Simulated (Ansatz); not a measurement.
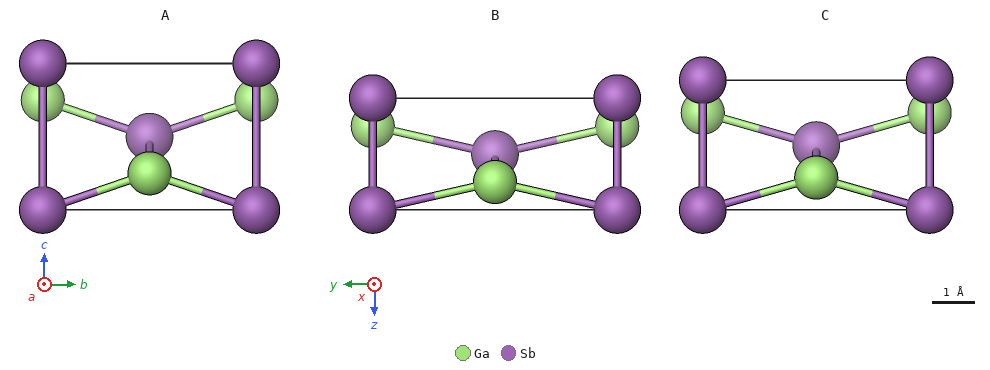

A scan of solid GaSb (I-4m2): the ratio of the cell's length along z to its lengths across, counted as 1 for the reference, is changed at fixed volume (a c/a path), with the atoms kept at their fractional coordinates. x, y and z are the Cartesian axes of the input. A ball-and-stick model of the conventional cell (2 times the calculation's cell), seen along the a axis. Lengths and directions refer to the drawn axes.

These are results of DFT PBE, scalar-relativistic, plane waves, PAW in Ansatz 0.2.0, not measurements. Settings: plane-wave cutoff 420 eV; k-point mesh 24 × 24 × 24; occupations gaussian; smearing width 0.15 eV; no spin polarisation. Energies (free energies at the smearing named) are counted from the relaxed crystal.

Rank the frames from lowest to highest energy.

Lowest first: C (the relative ratio 1.00, 0.0 meV/atom), A (the relative ratio 1.20, 62.5 meV/atom), B (the relative ratio 0.80, 173.0 meV/atom). Over the whole scan: the lowest computed point lies at the relative ratio 1.00 (0.0 meV/atom). At the ends of the scan the energy is 173.0 meV/atom (0.80) and 62.5 meV/atom (1.20). The distortion keeps the space group I-4m2. At the relative ratio 0.80 the cell of the drawing goes a 5.531 → 5.959 Å, b 5.531 → 5.959 Å, c 3.162 → 2.725 Å.
